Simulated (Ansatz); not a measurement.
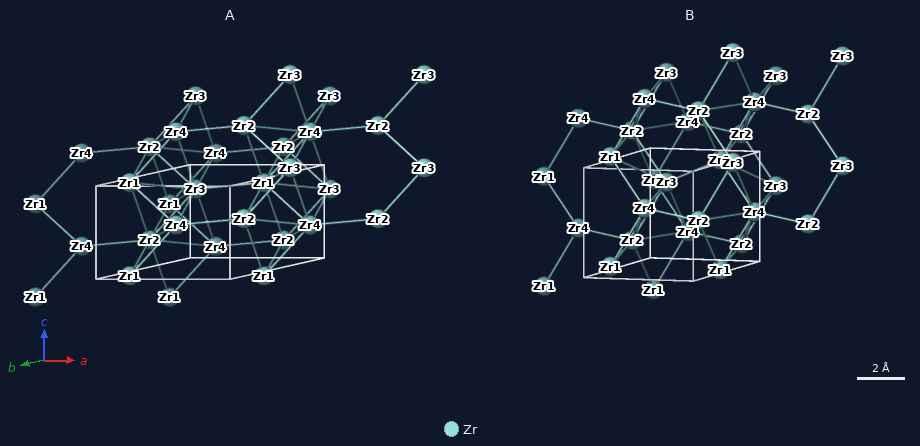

Two geometries of crystalline Zr (built on the alpha-gallium_64 type) (coarse preliminary run), drawn at one scale. One is the start of a relaxation, the other its converged end. A ball-and-stick model of the cell of the calculation, repeated 2 × 2 × 2 with one cell outlined, seen from a free direction.

Level of theory: DFT r2SCAN, scalar-relativistic, plane waves, PAW in Ansatz 0.2.0. Set-up: plane-wave cutoff 500 eV; k-point mesh 4 × 4 × 4; occupations gaussian; smearing width 0.1 eV; no spin polarisation; cell and atoms relaxed; force threshold 0.04 eV/Å; at most 70 steps.

### Which one is relaxed?

Structure A is the relaxed one. Case: alpha-gallium type (Cmce, No. 64). The energy falls by 3.876 eV per cell of the calculation in 9 accepted moves (11 points after the start). The largest force component goes from 0.19 to 0.00053 eV/Å. The pressure goes from 5.00 to 0.01 GPa. At 2 points the geometry stayed and the basis and grid were re-selected for the new cell (energy shift of 12.2 meV per cell of the calculation at most each time). The largest moves relative to the cell, 0.33 Å, are those of Zr1, Zr2, Zr3 and Zr4. Zr2 goes roughly along +c. Cell: a = b 4.808 → 5.822 Å (+21.1 %), c 4.893 → 4.152 Å (−15.2 %), γ 118.9° → 134.5°. Volume +1.3 %. Near-neighbour distances that change, for instance: Zr1–Zr2 4.038 → 3.061 Å, Zr1–Zr3 2.640 → 3.199 Å, Zr1–Zr3 (another image) 3.028 → 3.126 Å, Zr1–Zr2 (another image) 2.964 → 3.061 Å. New bonds form: Zr1–Zr2 (4.04 → 3.06 Å), Zr3–Zr4 (4.04 → 3.06 Å). The space group (tolerance 0.01 Å) goes from Cmce (No. 64) to Fmmm (No. 69).
